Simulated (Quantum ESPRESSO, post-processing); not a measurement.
# 2H-MoS2: a series in the number of layers, part 3 of 8

What law, if any, do the results for 2H-MoS2 follow against the number of layers?

Quantum ESPRESSO 7.5; plane-wave DFT, PBE-D3(BJ), GBRV ultrasoft pseudopotentials.

So far. Step 2 (Relaxation with pw.x, 1 layers): The relaxation lowers the energy by 32 meV an atom.

### 6. Potential by pp.x, 1 layers

m0.f1.pot.in reads:

```
&inputpp
  prefix = 'm0.f1'
  outdir = './out'
  filplot = 'm0.f1.pot.dat'
  plot_num = 11
/
```

The run is started by

```sh
> OMP_NUM_THREADS=1 mpirun -n 8 pp.x -in m0.f1.pot.in > m0.f1.pot.out
```

What it wrote:

```text
[banner, memory and clock lines left out]
Program POST-PROC v.7.5 starts
[citation notice left out]

[...]
./out/m0.f1.save/

[...]
negative rho (up, down):  2.747E-03 0.000E+00

     Adding external electric field

     Computed dipole along edir(3) :
        Dipole                0.0465 Ry au,          0.1182 Debye
        Dipole field          0.0005 Ry au,

        E field amplitude [Ha a.u.]:  1.9447E-03
        Potential amp.        0.1000 Ry
        Total length         34.9450 bohr

     Calling punch_plot, plot_num =  11

     Adding external electric field

     Computed dipole along edir(3) :
        Dipole                0.0465 Ry au,          0.1182 Debye
        Dipole field          0.0005 Ry au,

        E field amplitude [Ha a.u.]:  1.9447E-03
        Potential amp.        0.1000 Ry
        Total length         34.9450 bohr

     Writing data to file  m0.f1.pot.dat
     Message from routine chdens:
     namelist plot not found or invalid, exiting
```

It took 0.83 s on 8 MPI ranks of Arm Neoverse V2, shared host; peak memory 0.1 GiB.

Read from the output:

- slope of the potential above: 0.1000 eV/Å
- upper vacuum line continued to the top atoms, over the valence top: 5.836 eV
- slope of the potential below: 0.09996 eV/Å
- lower vacuum line continued to the bottom atoms, over the valence top: 6.033 eV

Electrostatic potential energy of an electron, with the sawtooth; zero at the highest filled level of the SCF mesh. The potential energy, planar mean by z:

```tsv
z (Å)	potential energy, planar mean (eV)
0	5.58
2	5.43
4	5.63
6	5.74
8	-12.8
10	-18.4
12	1.98
14	6.11
16	6.32
18	6.52
```

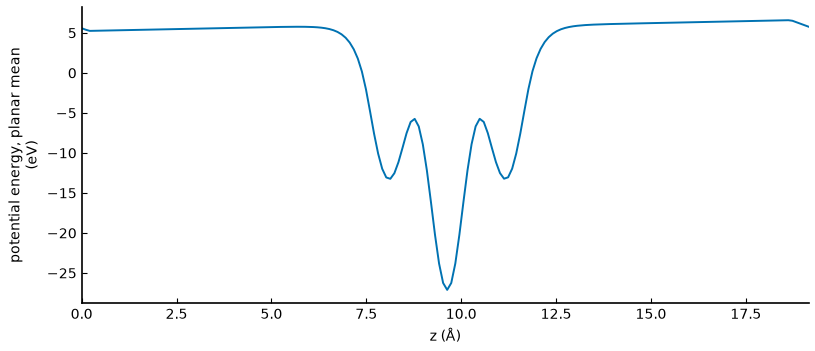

Potential energy, planar mean against z.

The slope in the vacuum is 0.100 eV/Å for an applied 0.10 V/Å, as it should be.

### 7. Response between 0 and 0.1 V/A, ions held, 1 layers

The polarisability follows from the two dipoles.

Numbers from this step:

| Item | Value |
| --- | --- |
| change of slope in the vacuum | 0.09999 eV/Å |
| polarisability a cell | 3.541 Å³ |
| sheet polarisability 4πα/A | 5.081 Å |

Table of change of the potential energy, second field less first by z:

```tsv
z (Å)	change of the potential energy, second field less first (eV)
0	-0.354
1	-0.608
2	-0.508
3	-0.408
4	-0.308
5	-0.209
6	-0.112
7	-0.0349
8	-0.00784
9	-0.00351
10	0.00230
11	0.00596
12	0.0240
13	0.0900
14	0.185
15	0.284
16	0.384
17	0.484
18	0.584
19	0.104
```

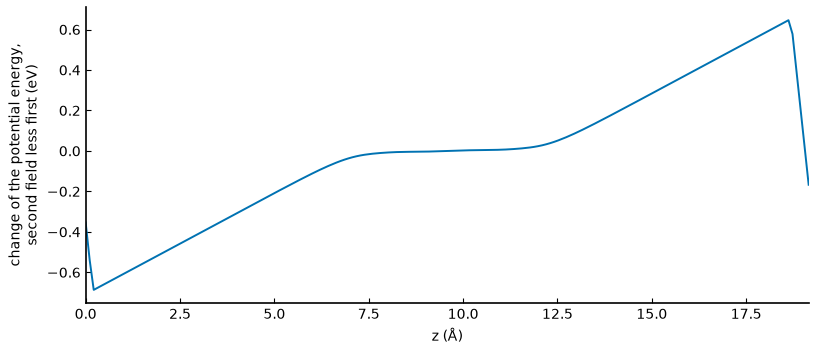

Change of the potential energy, second field less first, plotted against z.

### 8. Relaxation with pw.x, 1 layers: field 0.1 V/Å

Now the ions may follow the field.

m0.r1.in reads:

```
&control
  prefix = 'm0.r1'
  outdir = './out'
  pseudo_dir = './pseudo'
  nstep = 90
  forc_conv_thr = 6e-05
  calculation = 'relax'
  tefield = .true.
  dipfield = .true.
  etot_conv_thr = 1e-07
/
&system
  ibrav = 0
  nat = 3
  ntyp = 2
  ecutwfc = 40
  ecutrho = 200
  vdw_corr = 'grimme-d3'
  dftd3_version = 4
  occupations = 'fixed'
  edir = 3
  emaxpos = 0.97
  eopreg = 0.04
  eamp = 0.00194469
/
&electrons
  conv_thr = 1e-10
  mixing_beta = 0.4
  electron_maxstep = 120
/
&ions
/
ATOMIC_SPECIES
  S   32.0600  s_pbe_v1.4.uspp.F.UPF
  Mo  95.9500  mo_pbe_v1.uspp.F.UPF
CELL_PARAMETERS angstrom
  3.18000000000000 0.00000000000000 0.00000000000000
  -1.59000000000000 2.75396078403451 0.00000000000000
  0.00000000000000 0.00000000000000 19.26259773799958
ATOMIC_POSITIONS crystal
  S   0.333333333300 0.666666666700 0.419131727300
  Mo  0.000000000000 0.000000000000 0.500000000000
  S   0.333333333300 0.666666666700 0.580868272700
K_POINTS automatic
  6 6 1 0 0 0
```

The run is started by

```sh
> OMP_NUM_THREADS=1 mpirun -n 8 pw.x -nk 2 -in m0.r1.in > m0.r1.out
```

What it wrote:

```text
[banner, memory and clock lines left out]
Program PWSCF v.7.5 starts
[citation notice left out]

[...]
bravais-lattice index     =            0
     lattice parameter (alat)  =       6.0093  a.u.
     unit-cell volume          =    1138.4038 (a.u.)^3
     number of atoms/cell      =            3
     number of atomic types    =            2
     number of electrons       =        26.00
     number of Kohn-Sham states=           13
     kinetic-energy cutoff     =      40.0000  Ry
     charge density cutoff     =     200.0000  Ry
     scf convergence threshold =      1.0E-10
     mixing beta               =       0.4000
     number of iterations used =            8  plain     mixing
     energy convergence thresh.=      1.0E-07
     force convergence thresh. =      6.0E-05
     Exchange-correlation= SLA  PW   PBE  PBE
                           (   1   4   3   4   0   0   0)
     nstep                     =           90

[...]
PseudoPot. # 1 for S  read from file:
     ./pseudo/s_pbe_v1.4.uspp.F.UPF
     Pseudo is Ultrasoft + core correction, Zval =  6.0
     Generated by new atomic code, or converted to UPF format
     Using radial grid of  907 points,  6 beta functions with:
                l(1) =   0
                l(2) =   0
                l(3) =   1
                l(4) =   1
                l(5) =   2
                l(6) =   2
     Q(r) pseudized with  8 coefficients,  rinner =    1.300   1.300   1.300
                                                       1.300   1.300

     PseudoPot. # 2 for Mo read from file:
     ./pseudo/mo_pbe_v1.uspp.F.UPF
     Pseudo is Ultrasoft + core correction, Zval = 14.0
     Generated by new atomic code, or converted to UPF format
     Using radial grid of  889 points,  6 beta functions with:
                l(1) =   0
                l(2) =   0
                l(3) =   1
                l(4) =   1
                l(5) =   2
                l(6) =   2
     Q(r) pseudized with  6 coefficients,  rinner =    1.000   1.000   1.000
                                                       1.000   1.000

     atomic species   valence    mass     pseudopotential
     S                 6.00    32.06000     S ( 1.00)
     Mo               14.00    95.95000     Mo( 1.00)

     No symmetry found

[...]
number of k points=    20
[...]
Dense  grid:    54601 G-vectors     FFT dimensions: (  27,  27, 180)

     Smooth grid:    38739 G-vectors     FFT dimensions: (  25,  25, 150)

     Initial potential from superposition of free atoms

     starting charge      25.9989, renormalised to      26.0000

     negative rho (up, down):  2.710E-03 0.000E+00

     Adding external electric field

     Computed dipole along edir(3) :
        Dipole               -0.0000 Ry au,         -0.0000 Debye
        Dipole field         -0.0000 Ry au,

        E field amplitude [Ha a.u.]:  1.9447E-03
        Potential amp.        0.1359 Ry
        Total length         34.9450 bohr

     Starting wfcs are   21 randomized atomic wfcs

     per-process dynamical memory:    39.1 Mb

     Self-consistent Calculation

     iteration #  1     ecut=    40.00 Ry     beta= 0.40
     Davidson diagonalization with overlap
     ethr =  1.00E-02,  avg # of iterations =  2.0

     Threshold (ethr) on eigenvalues was too large:
     Diagonalizing with lowered threshold

     Davidson diagonalization with overlap
     ethr =  3.15E-04,  avg # of iterations =  3.1

     negative rho (up, down):  2.753E-03 0.000E+00

     Adding external electric field

     Computed dipole along edir(3) :
        Dipole                0.1587 Ry au,          0.4033 Debye
        Dipole field          0.0018 Ry au,

        E field amplitude [Ha a.u.]:  1.9447E-03
        Potential amp.        0.0135 Ry
        Total length         34.9450 bohr

     total energy              =    -187.78068176 Ry
     estimated scf accuracy    <       0.11176969 Ry

     iteration #  2     ecut=    40.00 Ry     beta= 0.40
[...]
negative rho (up, down):  2.747E-03 0.000E+00

[...]
Dipole               -0.0559 Ry au,         -0.1421 Debye
[...]
E field amplitude [Ha a.u.]:  1.9447E-03
[...]
total energy              =    -187.78713710 Ry
     estimated scf accuracy    <       0.06090328 Ry

     iteration #  3     ecut=    40.00 Ry     beta= 0.40
[...]
negative rho (up, down):  2.755E-03 0.000E+00

[...]
Dipole                0.0747 Ry au,          0.1899 Debye
[...]
E field amplitude [Ha a.u.]:  1.9447E-03
[...]
total energy              =    -187.79550080 Ry
     estimated scf accuracy    <       0.03255590 Ry

     iteration #  4     ecut=    40.00 Ry     beta= 0.40
[...]
negative rho (up, down):  2.762E-03 0.000E+00

[...]
Dipole                0.0573 Ry au,          0.1456 Debye
[...]
E field amplitude [Ha a.u.]:  1.9447E-03
[...]
total energy              =    -187.79937319 Ry
     estimated scf accuracy    <       0.00405659 Ry

     iteration #  5     ecut=    40.00 Ry     beta= 0.40
[...]
negative rho (up, down):  2.752E-03 0.000E+00

[...]
Dipole                0.0277 Ry au,          0.0703 Debye
[...]
E field amplitude [Ha a.u.]:  1.9447E-03
[...]
total energy              =    -187.79980100 Ry
     estimated scf accuracy    <       0.00124145 Ry

     iteration #  6     ecut=    40.00 Ry     beta= 0.40
[...]
negative rho (up, down):  2.751E-03 0.000E+00

[...]
Dipole                0.0566 Ry au,          0.1438 Debye
[...]
E field amplitude [Ha a.u.]:  1.9447E-03
[...]
total energy              =    -187.79981360 Ry
     estimated scf accuracy    <       0.00180550 Ry

[...]
iteration # 14     ecut=    40.00 Ry     beta= 0.40
[...]
negative rho (up, down):  2.747E-03 0.000E+00

[...]
Dipole                0.0465 Ry au,          0.1182 Debye
[...]
E field amplitude [Ha a.u.]:  1.9447E-03
[...]
total energy              =    -187.80012429 Ry
     estimated scf accuracy    <       0.00000005 Ry

     iteration # 15     ecut=    40.00 Ry     beta= 0.40
[...]
negative rho (up, down):  2.747E-03 0.000E+00

[...]
Dipole                0.0466 Ry au,          0.1184 Debye
[...]
E field amplitude [Ha a.u.]:  1.9447E-03
[...]
total energy              =    -187.80012429 Ry
     estimated scf accuracy    <       0.00000001 Ry

     iteration # 16     ecut=    40.00 Ry     beta= 0.40
[...]
negative rho (up, down):  2.747E-03 0.000E+00

[...]
Dipole                0.0465 Ry au,          0.1183 Debye
[...]
E field amplitude [Ha a.u.]:  1.9447E-03
[...]
total energy              =    -187.80012429 Ry
     estimated scf accuracy    <          2.8E-09 Ry

     iteration # 17     ecut=    40.00 Ry     beta= 0.40
[...]
negative rho (up, down):  2.747E-03 0.000E+00

[...]
Dipole                0.0465 Ry au,          0.1183 Debye
[...]
E field amplitude [Ha a.u.]:  1.9447E-03
[...]
End of self-consistent calculation

          k = 0.0000 0.0000 0.0000 (  4777 PWs)   bands (ev):

   -61.6536 -35.7898 -35.5798 -35.5798 -14.8713 -13.5479  -6.3863  -3.3965
    -3.3965  -2.5290  -2.2844  -2.2844  -0.7547

          k = 0.0000 0.1925 0.0000 (  4845 PWs)   bands (ev):

   -61.6442 -35.7710 -35.6755 -35.6017 -14.4764 -13.3878  -5.9767  -4.1449
    -3.6834  -2.9895  -2.8321  -1.8380  -1.0440

[...]
highest occupied level (ev):    -0.7547

!    total energy              =    -187.80012429 Ry
     estimated scf accuracy    <          3.3E-11 Ry

     The total energy is the sum of the following terms:
     one-electron contribution =   -1059.27474900 Ry
     hartree contribution      =     530.21227609 Ry
     xc contribution           =     -36.28330695 Ry
     ewald contribution        =     377.61422872 Ry
     DFT-D3 Dispersion         =      -0.06841603 Ry
     electric field correction =      -0.00015711 Ry

     convergence has been achieved in  17 iterations

     negative rho (up, down):  2.747E-03 0.000E+00

     Forces acting on atoms (cartesian axes, Ry/au):

     atom    1 type  1   force =     0.00000000   -0.00000015    0.00014162
     atom    2 type  2   force =     0.00000008    0.00000009   -0.00027333
     atom    3 type  1   force =    -0.00000008    0.00000006    0.00013171

     Total force =     0.000335     Total SCF correction =     0.000012

     BFGS Geometry Optimization
     Energy error            =      1.1E-07 Ry
     Gradient error          =      2.7E-04 Ry/Bohr

     number of scf cycles    =   1
     number of bfgs steps    =   0

     energy             new  =    -187.8001242939 Ry

     new trust radius        =       0.0002733333 bohr
     new conv_thr            =            1.0E-10 Ry

ATOMIC_POSITIONS (crystal)
S                0.3333333194        0.6666666384        0.4191356178
Mo               0.0000000220        0.0000000173        0.4999924911
S                0.3333333252        0.6666666777        0.5808718911

[...]
NEW-OLD atomic charge density approx. for the potential

     negative rho (up, down):  2.747E-03 0.000E+00

     Adding external electric field

     Computed dipole along edir(3) :
        Dipole                0.0465 Ry au,          0.1183 Debye
        Dipole field          0.0005 Ry au,

        E field amplitude [Ha a.u.]:  1.9447E-03
        Potential amp.        0.1000 Ry
        Total length         34.9450 bohr

     per-process dynamical memory:    46.5 Mb

     Self-consistent Calculation

     iteration #  1     ecut=    40.00 Ry     beta= 0.40
     Davidson diagonalization with overlap
     ethr =  1.00E-06,  avg # of iterations =  1.1

     Threshold (ethr) on eigenvalues was too large:
     Diagonalizing with lowered threshold

     Davidson diagonalization with overlap
     ethr =  4.69E-10,  avg # of iterations =  5.0

     negative rho (up, down):  2.747E-03 0.000E+00

     Adding external electric field

     Computed dipole along edir(3) :
        Dipole                0.0467 Ry au,          0.1188 Debye
        Dipole field          0.0005 Ry au,

        E field amplitude [Ha a.u.]:  1.9447E-03
        Potential amp.        0.0998 Ry
        Total length         34.9450 bohr

     total energy              =    -187.80012434 Ry
     estimated scf accuracy    <       0.00000002 Ry

[...]
iteration #  6     ecut=    40.00 Ry     beta= 0.40
[...]
negative rho (up, down):  2.747E-03 0.000E+00

[...]
Dipole                0.0466 Ry au,          0.1184 Debye
[...]
E field amplitude [Ha a.u.]:  1.9447E-03
[...]
End of self-consistent calculation

          k = 0.0000 0.0000 0.0000 (  4777 PWs)   bands (ev):

   -61.6536 -35.7898 -35.5798 -35.5798 -14.8713 -13.5479  -6.3863  -3.3965
    -3.3965  -2.5289  -2.2844  -2.2844  -0.7547

          k = 0.0000 0.1925 0.0000 (  4845 PWs)   bands (ev):

   -61.6442 -35.7710 -35.6755 -35.6017 -14.4765 -13.3878  -5.9767  -4.1449
    -3.6834  -2.9895  -2.8321  -1.8379  -1.0440

[...]
highest occupied level (ev):    -0.7547

!    total energy              =    -187.80012435 Ry
     estimated scf accuracy    <          5.8E-11 Ry

     The total energy is the sum of the following terms:
     one-electron contribution =   -1059.27547011 Ry
     hartree contribution      =     530.21264872 Ry
     xc contribution           =     -36.28331073 Ry
     ewald contribution        =     377.61458110 Ry
     DFT-D3 Dispersion         =      -0.06841607 Ry
     electric field correction =      -0.00015726 Ry

     convergence has been achieved in   6 iterations

     negative rho (up, down):  2.747E-03 0.000E+00

     Forces acting on atoms (cartesian axes, Ry/au):

     atom    1 type  1   force =     0.00000003    0.00000006    0.00001674
     atom    2 type  2   force =    -0.00000007   -0.00000006   -0.00002709
     atom    3 type  1   force =     0.00000004    0.00000000    0.00001035

     Total force =     0.000033     Total SCF correction =     0.000021
     SCF correction compared to forces is large: reduce conv_thr to get better values
     Energy error            =      6.0E-08 Ry
     Gradient error          =      2.7E-05 Ry/Bohr

     bfgs converged in   2 scf cycles and   1 bfgs steps
     (criteria: energy <  1.0E-07 Ry, force <  6.0E-05 Ry/Bohr)

     End of BFGS Geometry Optimization

     Final energy             =    -187.8001243542 Ry

     File ./out/m0.r1.bfgs deleted, as requested
Begin final coordinates

ATOMIC_POSITIONS (crystal)
S                0.3333333194        0.6666666384        0.4191356178
Mo               0.0000000220        0.0000000173        0.4999924911
S                0.3333333252        0.6666666777        0.5808718911
End final coordinates

[...]
```

Elapsed: 9.9 s, on 8 MPI ranks; peak memory 0.64 GiB.

Hardly anything moved in the relaxation; the energy changed by under 0.2 meV an atom.

Numbers from this step:

| Quantity | Value |
| --- | --- |
| dipole along the normal | 0.02465 e·Å |

### 9. Electrostatic potential, 1 layers

m0.r1.pot.in reads:

```
&inputpp
  prefix = 'm0.r1'
  outdir = './out'
  filplot = 'm0.r1.pot.dat'
  plot_num = 11
/
```

The run is started by

```sh
> OMP_NUM_THREADS=1 mpirun -n 8 pp.x -in m0.r1.pot.in > m0.r1.pot.out
```

What it wrote:

```text
[banner, memory and clock lines left out]
Program POST-PROC v.7.5 starts
[citation notice left out]

[...]
./out/m0.r1.save/

[...]
negative rho (up, down):  2.747E-03 0.000E+00

     Adding external electric field

     Computed dipole along edir(3) :
        Dipole                0.0466 Ry au,          0.1184 Debye
        Dipole field          0.0005 Ry au,

        E field amplitude [Ha a.u.]:  1.9447E-03
        Potential amp.        0.1000 Ry
        Total length         34.9450 bohr

     Calling punch_plot, plot_num =  11

     Adding external electric field

     Computed dipole along edir(3) :
        Dipole                0.0466 Ry au,          0.1184 Debye
        Dipole field          0.0005 Ry au,

        E field amplitude [Ha a.u.]:  1.9447E-03
        Potential amp.        0.1000 Ry
        Total length         34.9450 bohr

     Writing data to file  m0.r1.pot.dat
     Message from routine chdens:
     namelist plot not found or invalid, exiting
```

Run time: 0.83 s. Hardware: 8 MPI ranks; peak memory 0.1 GiB; 5.8 s of CPU time.

This step gave:

* upper vacuum line continued to the top atoms, over the valence top: 5.835 eV

Electrostatic potential energy of an electron, with the sawtooth; zero at the highest filled level of the SCF mesh. Potential energy, planar mean against z:

```tsv
z (Å)	potential energy, planar mean (eV)
0	5.58
1	5.33
2	5.43
3	5.53
4	5.63
5	5.72
6	5.74
7	4.14
8	-12.8
9	-9.26
10	-18.4
11	-12.2
12	1.98
13	5.85
14	6.11
15	6.22
16	6.32
17	6.42
18	6.52
19	6.04
```

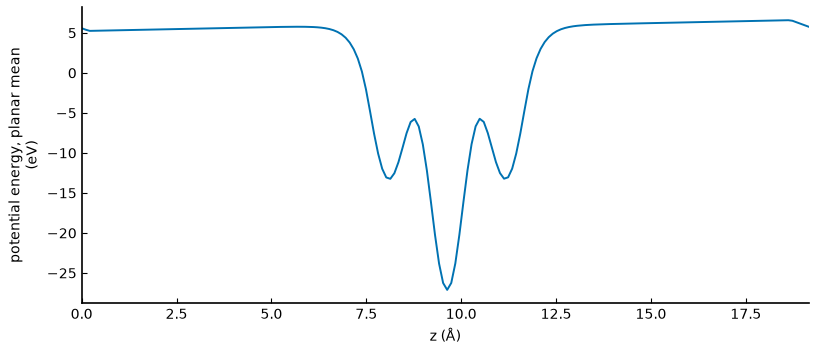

Potential energy, planar mean against z.

The slope in the vacuum is 0.100 eV/Å for an applied 0.10 V/Å, as it should be.

### 10. Response between 0 and 0.1 V/A, ions free, 1 layers

The response with the ions free follows from the relaxed dipole.

Numbers from this step:

| Quantity | Value |
| --- | --- |
| polarisability a cell | 3.547 Å³ |
| sheet polarisability 4πα/A | 5.089 Å |

Change of the potential energy, second field less first against z:

```tsv
z (Å)	change of the potential energy, second field less first (eV)
0	-0.354
1	-0.608
2	-0.508
3	-0.408
4	-0.308
5	-0.208
6	-0.112
7	-0.0343
8	-0.00758
9	-0.00893
10	0.00824
11	0.00725
12	0.0225
13	0.0892
14	0.184
15	0.283
16	0.383
17	0.483
18	0.583
19	0.103
```

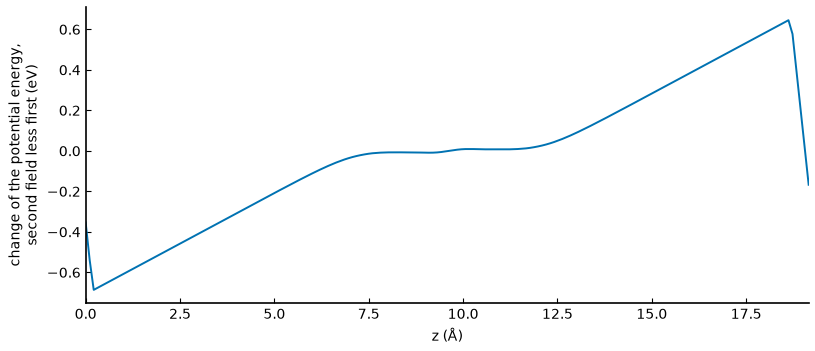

Change of the potential energy, second field less first, plotted against z.

(Part 3 of 8 ends here.)

[Logs are printed without paths, hosts, clocks, repeated set-up lines and the standing remarks that a program may print on its own settings, such as how far it seeks lower states.]

[Hosts, paths, dates, database ids (printed as entryN), source tags and the programs' standing remarks are cut or masked in the printed files.]

[Maps of the electrostatic potential energy from Ansatz leave out the sawtooth potential of an applied field or a dipole correction, so their vacuum need not be flat; planar profiles and work functions include it.]
